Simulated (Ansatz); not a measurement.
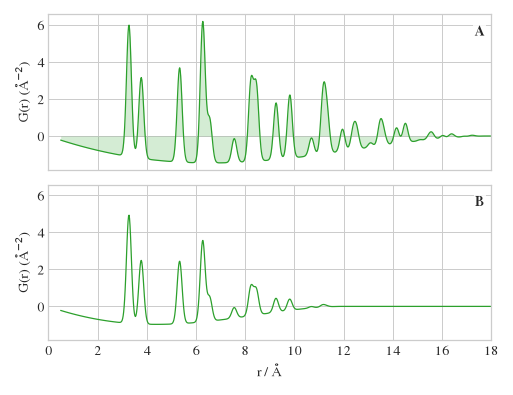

The curve is a calculated X-ray PDF: distances of the static structure, each pair weighted by the product of the atomic numbers (X-ray weights at Q = 0), broadened by Gaussians with σ = 0.10 Å, for spherical particles of Sn with the bulk structure: the bulk G(r) is multiplied by the envelope of a sphere of diameter D, 1 − 3r/2D + r³/2D³, with no surface relaxation. The number density is 0.037 atoms per Å³. It is based on the input geometry of an electronic-structure calculation (not necessarily at equilibrium); the starting structure was generated, so it need not be a known form of this composition.

The diameters are 12 and 18 Å. Which curve belongs to which?

Answer. curve A: 18 Å; curve B: 12 Å. The smaller the particle, the sooner the oscillations die out.
